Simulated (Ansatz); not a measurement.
Take the following structure.

```cif
data_structure
_symmetry_space_group_name_H-M 'P 1'
_symmetry_Int_Tables_number 1
_cell_length_a 6.0229
_cell_length_b 6.0229
_cell_length_c 6.0229
_cell_angle_alpha 90.000
_cell_angle_beta 90.000
_cell_angle_gamma 90.000
_cell_volume 218.48
loop_
_atom_site_label
_atom_site_type_symbol
_atom_site_fract_x
_atom_site_fract_y
_atom_site_fract_z
_atom_site_occupancy
Sr1 Sr 0.00000 0.00000 0.00000 1
Sr2 Sr 0.00000 0.50000 0.50000 1
Sr3 Sr 0.50000 0.00000 0.50000 1
Sr4 Sr 0.50000 0.50000 0.00000 1
```

Describe what this structure looks like.

Answer. The element is strontium. It takes space group Fm-3m (No. 225) on a face-centred cubic lattice. Its structure type: face-centred cubic (Cu type). The cell holds four atoms. Sr is surrounded by twelve Sr in a cuboctahedral arrangement at 4.26 Å. The bonds build a three-dimensional framework.

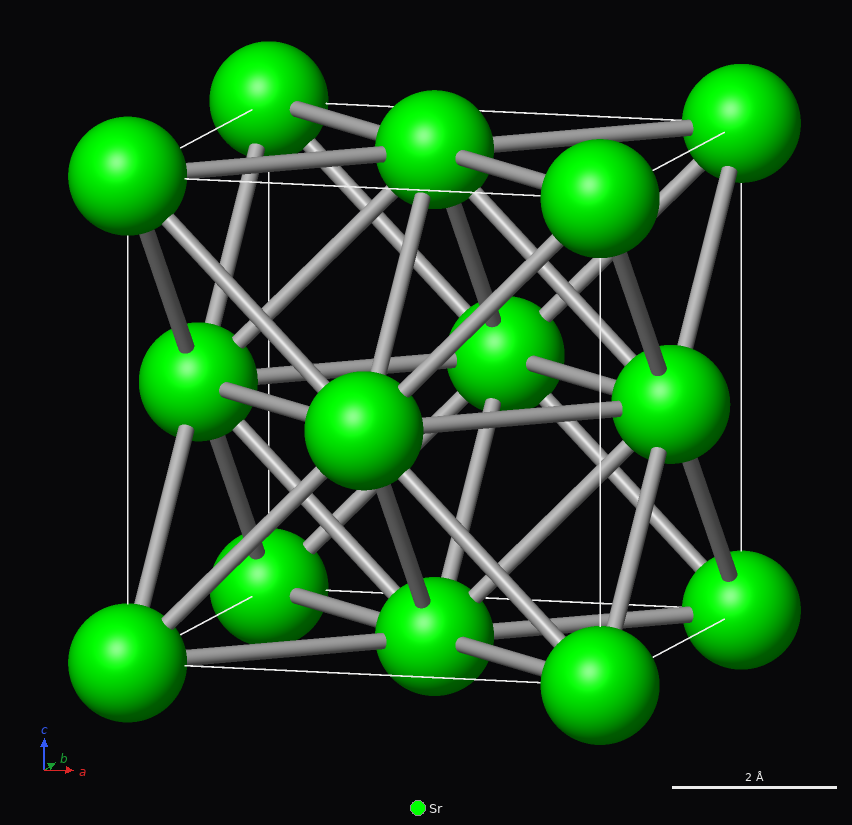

We look at a ball-and-stick model of the crystal slightly off an axis. Atoms at the boundary of the conventional unit cell (the box) are drawn once for each face, edge or corner they touch.

Origin of the cell: the standard structure of this element. The cell was then strained or its atoms displaced on purpose. It was run through Ansatz as a DFT input.
